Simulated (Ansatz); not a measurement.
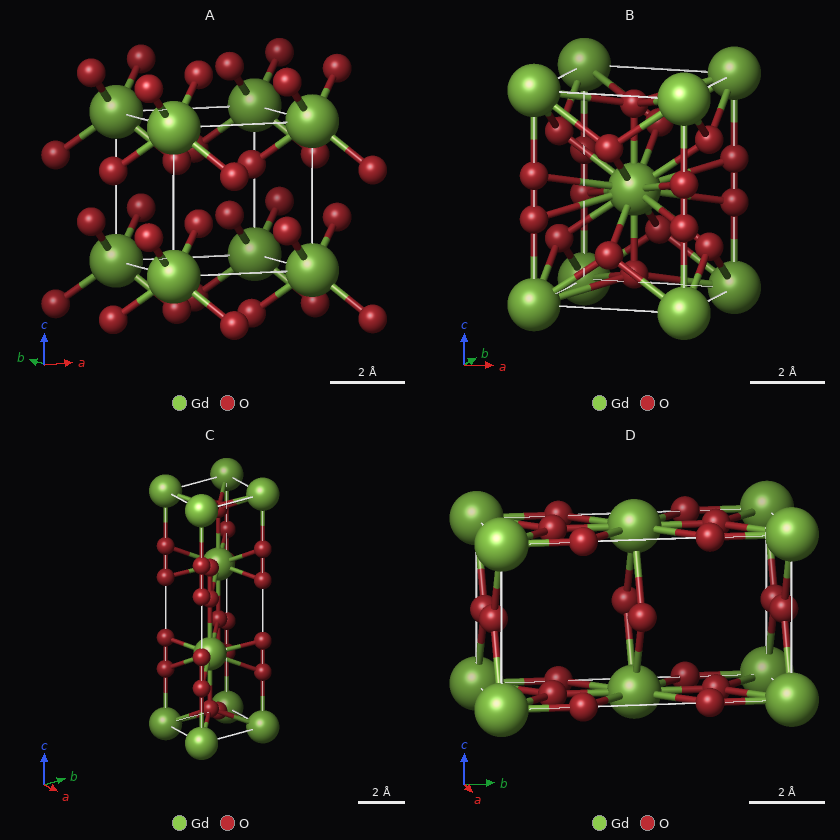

Four structures of GdO4, each relaxed to rest (conventional cells in solid outline, small ones repeated, each panel with its own scale). Method: DFT PBE, scalar-relativistic, plane waves, PAW in Ansatz 0.2.0, with collinear spins.

Question: Give the type and space group of each panel.

Answer: A: 5 atoms a cell on a primitive cubic lattice, P-43m; B: 10 atoms a cell on a body-centred tetragonal lattice, I4/mmm; C: 15 atoms a cell on a rhombohedral (trigonal R) lattice, R-3m; D: 10 atoms a cell on a base-centred orthorhombic lattice, Cmmm.

Question: Rank them by energy, lowest first.

Answer: C, then D (+91 meV/atom), B (+360 meV/atom) and A (+1129 meV/atom), energies at zero smearing.

Question: Collect the results in a table.

Answer:
| panel | structure | E − E(lowest) (meV/atom) | volume (Å³/atom) | gap (eV) |
| --- | --- | --- | --- | --- |
| C | R-3m | 0 | 11.2 | metal |
| D | Cmmm | 91 | 13.4 | metal |
| B | I4/mmm | 360 | 11.1 | metal |
| A | P-43m | 1129 | 13.4 | metal |

Some of these may be structure types tried for this composition rather than known phases, and the most stable form need not be among them. Gaps are taken on the k-mesh or band path of each run.
